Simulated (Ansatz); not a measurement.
Run report: MoS₂, single-point calculation (part 2 of 2)

MoS₂ (3 atoms in the cell); DFT, HSE06, plane waves, PAW, no spin polarisation (Ansatz 0.2.0); cutoff 420 eV, 4×4×4 k-mesh, Fermi–Dirac smearing of 0.02 eV. The structure was built on a prototype by a generator. The geometry comes from this level: r2scan-rvv10.

Geometry of the input (Å; fractional positions):
```
1.5965  0.9218  6.0772
-1.5965  0.9218  6.0772
0.0000  -1.8435  6.0772
Mo 0.0000  0.0000  0.0000
S  0.2474  0.2474  0.2474
S  0.7526  0.7526  0.7526
```

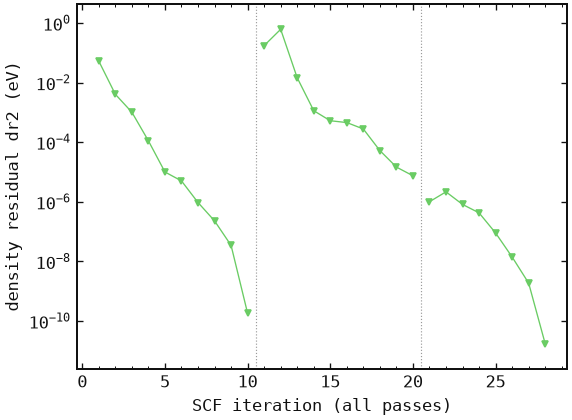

**Figure 1.** Convergence of the self-consistent field: density residual dr2 against the SCF iteration. The run starts with a semilocal functional; after that each stretch between dotted lines is one SCF of the hybrid functional between two exact rebuilds of the exchange operator by the outer loop. Early passes are stopped at a loose threshold. The passes take 10, 10 and 8 iterations.

```
hybrid outer 2: dexx = +2.243e-6 eV, tail = 1.78e-8 eV, Δε = 2.91e-3 eV (about 1.79e-4 eV left of the loop's levels), ΔF = 3.50e-3 eV/Å (tail 4.98e-4)
hybrid SCF converged: 2 outer / 18 inner (+10 warm-up), last move |dexx| = 2.24e-6 eV, tail = 1.78e-8 eV
Stability not checked: this state was not tested for a lower state beside it, because the functional holds exact exchange (a hybrid, or Hartree-Fock), whose exchange loop this test does not read (fock_operator; see scf.lower_state_search)
Free energy (F): -6764.592953 eV
Frozen-core exchange: fock
Harris-Foulkes:  -6764.592953 eV  (|F-HF|=1.64e-11)
Internal energy: -6764.587477 eV  (E = F + TS)
E sigma→0 (E₀):  -6764.590215 eV
Entropy (-TS):   -0.005476 eV (-1.825 meV/atom)
Fermi energy:    10.934416 eV
--- Per-component energies (eV) ---
  E_band       = -200.033443
  E_kinetic    = 653.522573
  E_local      = -1892.517010  (includes V_loc(G=0)·N_el)
  E_nonlocal   = 197.360239
  E_hartree    = 719.307662
  E_xc         = -303.173204
  E_vxc        = -322.742899  (∫ρ·V_xc dr)
  E_exx        = -64.083051  (= α·E_x^exact, valence–valence)
  E_paw        = -4413.917697  (= ΣΔE_a)
  E_vpaw       = -146.106027  (= ΣTr[D̂ρ^β])
  E_aug_tail   = 0.000046  (compensation charges beyond the density's cutoff)
  E_ewald      = -1660.461092
  E_core_change = -0.625942  (= ΣΔE_core)
  E_smearing   = -0.005476  (= −TS)
  E_closure    = -0.000000  (closes the sum)
  Σ components = -6764.592953   (vs F -6764.592953, Δ=0.00e0)
--- Forces (eV/Å), atoms counted from 1 ---
  atom   1  Mo    -0.00000000     0.00000000     0.00000000
  atom   2  S      0.00000000     0.00000000     0.73897201
  atom   3  S     -0.00000000    -0.00000000    -0.73897201
  max |Σ_I F_I| component: 1.11e-16 eV/Å
--- Stress (GPa, compression-positive) ---
        0.146364       0.000000       0.000000
        0.000000       0.146364       0.000000
        0.000000       0.000000      -3.786521
  P = ⅓ Tr σ = -1.1646 GPa (-11.646 kbar)
--- Band table (eV; the first three rows and the last of 13) ---
  k-point 0: bands = ["-55.1000", "-27.7010", "-27.6408", "-27.6408", "-5.9104", "-4.1369", "2.9392", "6.3583", "6.3583", "8.8940", "9.4337", "9.8257", "9.8257", "10.5872", "10.5872", "14.7339", "14.7339"]
  k-point 1: bands = ["-55.0783", "-27.8634", "-27.6933", "-27.6587", "-4.9387", "-3.9269", "4.0307", "5.2437", "6.0535", "6.5710", "8.4127", "8.5853", "9.1230", "11.7979", "12.0694", "14.4395", "14.5283"]
  k-point 2: bands = ["-55.0566", "-28.0778", "-27.7466", "-27.6145", "-4.1061", "-3.1192", "3.0920", "4.8876", "4.9317", "6.1252", "7.5095", "8.6894", "9.0832", "12.4098", "13.3960", "14.7387", "15.5978"]
  k-point 12: bands = ["-55.1000", "-27.7015", "-27.6409", "-27.6409", "-5.5502", "-4.6998", "4.2162", "6.3277", "6.3872", "6.3872", "9.8405", "9.8405", "10.4323", "10.4323", "10.7333", "14.9024", "14.9024"]
```

File rho_z.tsv:
```
# z_ang	rho[e/angstrom^3]
# format = ansatz-planar-average/11
# lattice	1.596530049	0.921757054	6.077231399
# lattice	-1.596530049	0.921757054	6.077231399
# lattice	0.000000000	-1.843514107	6.077231399
# sites	3
# site	42	0.000000000	0.000000000	0.000000000
# site	16	0.000000000	0.000000000	4.511008546
# site	16	0.000000000	0.000000000	13.720685649
0.000000	8.057600e-1
0.264612	7.924083e-1
0.529224	7.505000e-1
0.793836	6.790482e-1
1.058449	5.858758e-1
1.323061	4.885614e-1
1.587673	4.061825e-1
1.852285	3.497656e-1
2.116897	3.186727e-1
2.381509	3.041191e-1
2.646122	2.970506e-1
2.910734	2.932913e-1
3.175346	2.920647e-1
3.439958	2.932913e-1
3.704570	2.970506e-1
3.969182	3.041191e-1
4.233795	3.186727e-1
4.498407	3.497656e-1
4.763019	4.061825e-1
5.027631	4.885614e-1
5.292243	5.858758e-1
5.556855	6.790482e-1
5.821467	7.505000e-1
6.086080	7.924083e-1
```

File v_z.tsv:
```
# z_ang	v_es[eV]	v_tot[eV]
# format = ansatz-planar-average/11
# xc	hse06
# density_cutoff_ev	1680
# datasets	Mo=:simpson_from_first_knot:soft:fock:shift=0	S=:simpson_from_first_knot:soft:fock:shift=0
# lattice	1.596530049	0.921757054	6.077231399
# lattice	-1.596530049	0.921757054	6.077231399
# lattice	0.000000000	-1.843514107	6.077231399
# sites	3
# site	42	0.000000000	0.000000000	0.000000000
# site	16	0.000000000	0.000000000	4.511008546
# site	16	0.000000000	0.000000000	13.720685649
0.000000	3.696980e-1	-9.703735e0
0.264612	4.628690e-1	-9.564898e0
0.529224	7.938520e-1	-9.118107e0
0.793836	1.455673e0	-8.294907e0
1.058449	2.455508e0	-7.086005e0
1.323061	3.673933e0	-5.605905e0
1.587673	4.955135e0	-4.025097e0
1.852285	6.158610e0	-2.518506e0
2.116897	7.190686e0	-1.215157e0
2.381509	8.041964e0	-1.620393e-1
2.646122	8.754999e0	6.599107e-1
2.910734	9.284700e0	1.232132e0
3.175346	9.487562e0	1.446522e0
3.439958	9.284700e0	1.232132e0
3.704570	8.754999e0	6.599107e-1
3.969182	8.041964e0	-1.620393e-1
4.233795	7.190686e0	-1.215157e0
4.498407	6.158610e0	-2.518506e0
4.763019	4.955135e0	-4.025097e0
5.027631	3.673933e0	-5.605905e0
5.292243	2.455508e0	-7.086005e0
5.556855	1.455673e0	-8.294907e0
5.821467	7.938520e-1	-9.118107e0
6.086080	4.628690e-1	-9.564898e0
```

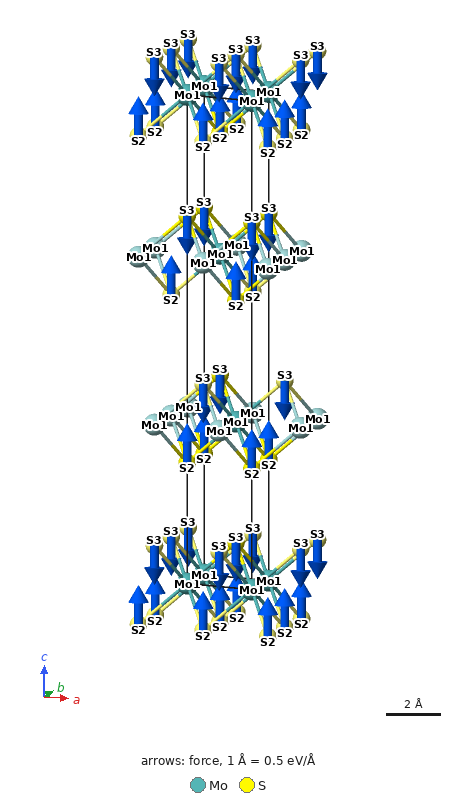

**Figure 2.** Forces on the atoms as blue arrows (ball-and-stick view of the cell 3 times as large as that of the calculation, set on its symmetry axes, seen slightly off an axis; neighbours outside the cell are drawn fainter; atoms are numbered from 1 in the order of the input). The largest act on S2, S3 (0.74 eV/Å). 

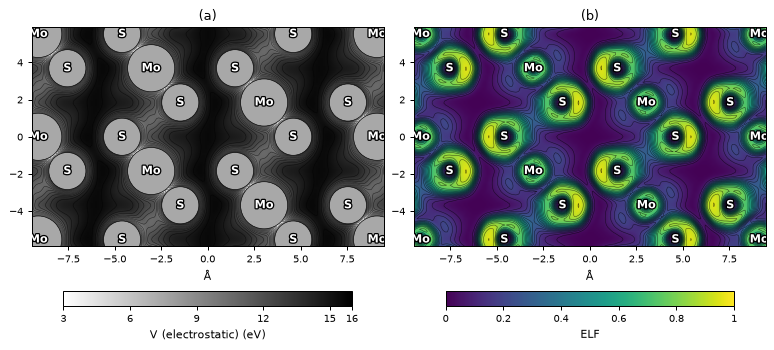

**Figure 3.** (a) electrostatic potential (local pseudopotential plus Hartree) felt by an electron; (b) electron localisation function on the (110) plane of the conventional cell. Grey discs, where drawn, cover atomic cores. The section cuts through Mo and S sites. Mo–S (2.42 Å): the ELF is about 0.40 at the midpoint. The strong features right at Mo lie inside the PAW spheres (semicore, d or f shells) and say nothing about bonding. Outside the cores the potential energy rises away from the atoms and is highest about 1.9 Å from the nearest atoms; outside the discs it spans about 12 eV, and its zero is arbitrary. Core electrons are frozen (PAW), so the fields are smoothed inside the atomic spheres.

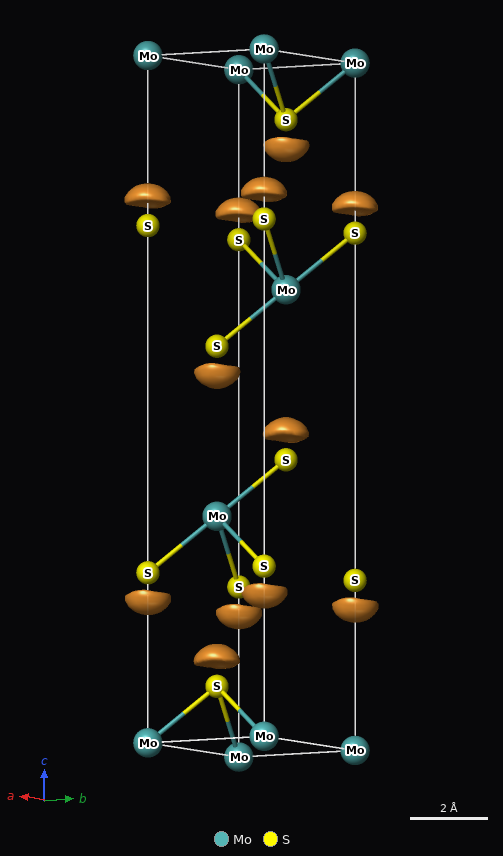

**Figure 4.** Isosurface of the electron localisation function at 0.9 (orange), seen at an oblique angle. Core shells and regions of very low density are left out. Sticks mark near contacts. The outline is the cell set on symmetry axes. Values along the shortest contacts: Mo–S (2.42 Å): the ELF is about 0.40 at the midpoint.

Summary:

| quantity | value |
| --- | --- |
| outcome | converged |
| space group (tolerance 0.01 Å) | R-3m (166) |
| electrons treated | 26 |
| free energy | −6764.5930 eV |
| Fermi energy | 10.934 eV |
| band gap | none (metallic) |
| pressure | −1.16 GPa |
| largest force (length of the vector) | 0.739 eV/Å |
| hardware | 4 threads of an x86-64 CPU, shared host |
| wall time | 22 s (CPU time 71 s) |
| peak memory | 0.86 GiB |

The program warns: the exchange loop's threshold is looser than advised for the stress; the SCF threshold is looser than advised for the printed stress. The k-point mesh is coarse for a cell of this size, so the results may not be converged.
